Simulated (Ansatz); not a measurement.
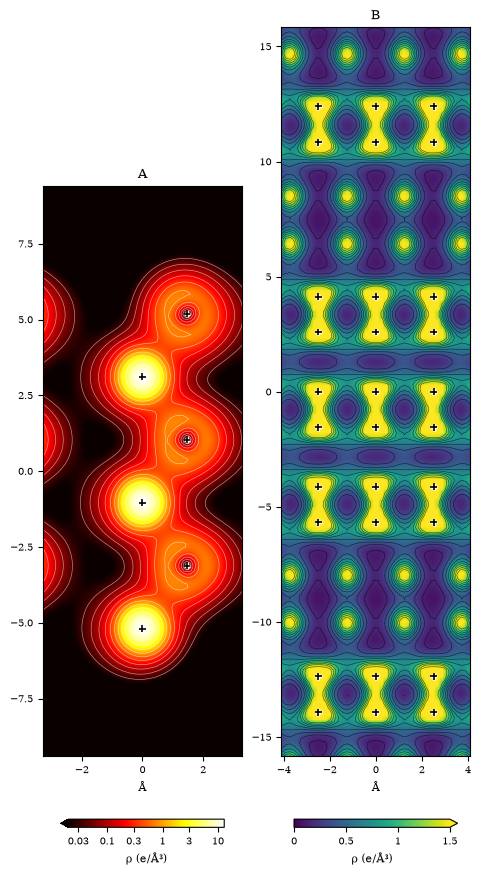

The valence electron density of 2 systems, each on a plane through atoms (crosses mark nuclei in the plane).

Computed with Ansatz 0.2.0, DFT PBEsol, scalar-relativistic, plane waves, PAW.

System 1: InP (slab), the (100) plane of the calculation cell, a cut from vacuum to vacuum. Not relaxed (largest force 1.5 eV/Å).

System 2: C, the (100) plane of the conventional cell. Space group R-3m.

Question: Which map belongs to which system?

Answer: Panel A is system 1, InP: the plane holds In and P. In–P (2.55 Å): ρ at the midpoint is about 0.45 e/Å³. Panel B is system 2, C: the plane holds C. C–C (1.54 Å): the density is about 1.6 e/Å³ at the midpoint.
